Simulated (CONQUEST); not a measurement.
# TiTe2: 7 runs along one coordinate

System: TiTe2 (P-3m1, 6 atoms in the cell).
Method: Kohn-Sham DFT of a periodic cell, PBE, PseudoDojo NC PBE, no spin polarisation (CONQUEST 1.3).

The 7 runs differ only in the geometry, by an even scaling of the cell at fixed fractional positions. The structure derives from an entry of the Crystallography Open Database.

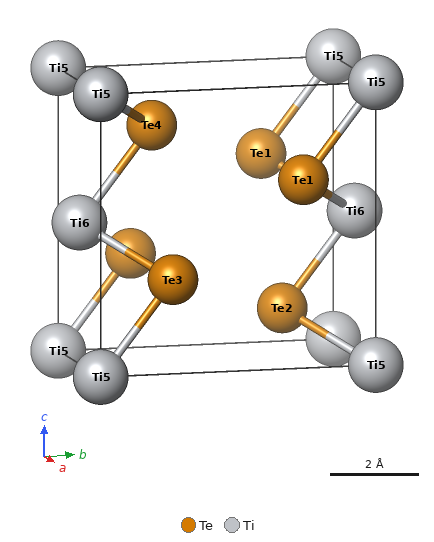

Figure 1. The structure of run 4 (ball-and-stick view of the cell of the calculation, seen slightly off an axis; atoms are numbered from 1 in the order of the input).

## Input of run 4
```
IO.Title TiTe2
IO.Coordinates coords.dat
IO.FractionalAtomicCoords T
IO.Iprint 2
IO.Iprint_init 1
General.NumberOfSpecies 2
General.PseudopotentialType hamann
AtomMove.TypeOfRun static
AtomMove.FullStress T
Grid.PointsAlongX 40
Grid.PointsAlongY 72
Grid.PointsAlongZ 72
DM.SolutionMethod diagon
Diag.MPMesh T
Diag.GammaCentred T
Diag.MPMeshX 7
Diag.MPMeshY 4
Diag.MPMeshZ 4
Diag.kT 0.00183747
minE.SCTolerance 1e-6
SC.MaxIters 100
IO.AtomChargeOutput T
%block ChemicalSpeciesLabel
1 127.600 Te
2 47.880 Ti
%endblock
```

Command:
```bash
Conquest
```

Lattice vectors (Å) and fractional positions of run 4:
```
   3.777000    0.000000    0.000000
   0.000000    6.498000    0.000000
   0.000000    0.000000    6.541956
Te  0.000000  0.737200  0.666667
Te  0.500000  0.737200  0.166667
Te  0.000000  0.262800  0.333333
Te  0.500000  0.262800  0.833333
Ti  0.000000  0.000000  0.000000
Ti  0.500000  0.000000  0.500000
```

Run 2 has the same physical settings and fractional positions; its lattice vectors (Å) are:
```
   3.725953    0.000000    0.000000
   0.000000    6.410178    0.000000
   0.000000    0.000000    6.453540
```

## Results, with one run withheld

| run | volume per atom (Å³) | free energy per atom, from the lowest run given (meV) | pressure (GPa) |
| --- | --- | --- | --- |
| 1 | 25.154 | 51.91 | 7.36 |
| 2 | 25.689 | ? | ? |
| 3 | 26.225 | 15.36 | 3.70 |
| 4 | 26.760 | 5.53 | 2.20 |
| 5 | 27.295 | 0.49 | 0.82 |
| 6 | 27.830 | 0.00 | −0.51 |
| 7 | 28.365 | 3.63 | −1.69 |

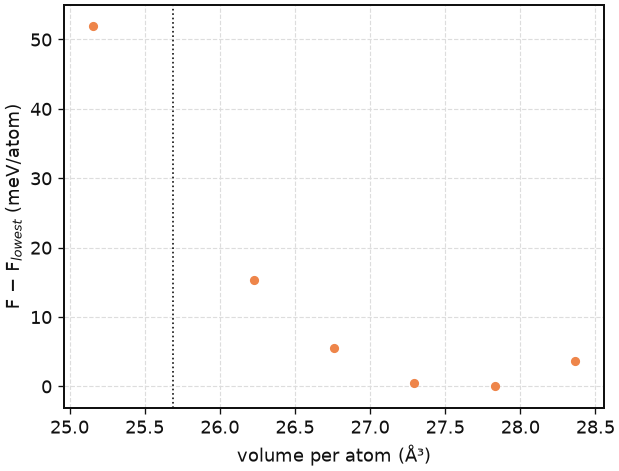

Figure 2. Free energy per atom of the runs given; the dotted line marks run 2.

What should run 2 give?

A cubic polynomial in V^(−2/3) (the Birch–Murnaghan form), fitted to the 6 runs given, misses them by at most 0.04 meV per atom. With x = V^(−2/3) − 0.11138 Å⁻², it reads F = 3.7002 + 4114.3 x + 1.0535e+06 x² − 1.6593e+06 x³ (meV per atom). At run 2 it gives 30.71 meV per atom, and the run itself gives 30.54. The slope of the fit gives a pressure −dF/dV of 5.44 GPa there, and the run prints 5.40 GPa. The fit has its minimum at 27.622 Å³ per atom, where V d²F/dV² gives 65.6 GPa. Cell shape and fractional positions are held, so this is the stiffness under even scaling; the relaxed bulk modulus wasn't computed and can be far lower in a crystal of layers, chains or molecules like this one.

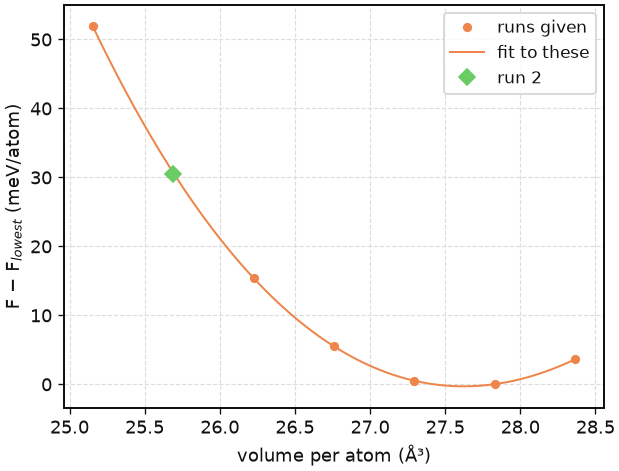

Figure 3. The fit and the withheld run.

## Some lines of the output (run 2)
```
[...]
          DFT Total Energy                 :      -538.190678825465511 Ha
          Free Energy (E-TS)               :      -538.243537066293470 Ha
          DFT Total Energy                 :      -538.194684724334365 Ha
          Free Energy (E-TS)               :      -538.238319827516307 Ha
          DFT Total Energy                 :      -538.237564670303186 Ha
          Free Energy (E-TS)               :      -538.238312732290524 Ha
          DFT Total Energy                 :      -538.237600035773085 Ha
          Free Energy (E-TS)               :      -538.238309816002470 Ha
          DFT Total Energy                 :      -538.237620506617418 Ha
          Free Energy (E-TS)               :      -538.238309929438628 Ha
          DFT Total Energy                 :      -538.237622158488534 Ha
      | Free Energy as E-TS      =      -538.238309929438628 Ha
      |* DFT total energy        =      -538.237622158488534 Ha
    force: Average pressure:      5.40280437 GPa
```

Notes: With a small basis of atomic orbitals these values can differ much from converged plane-wave results.
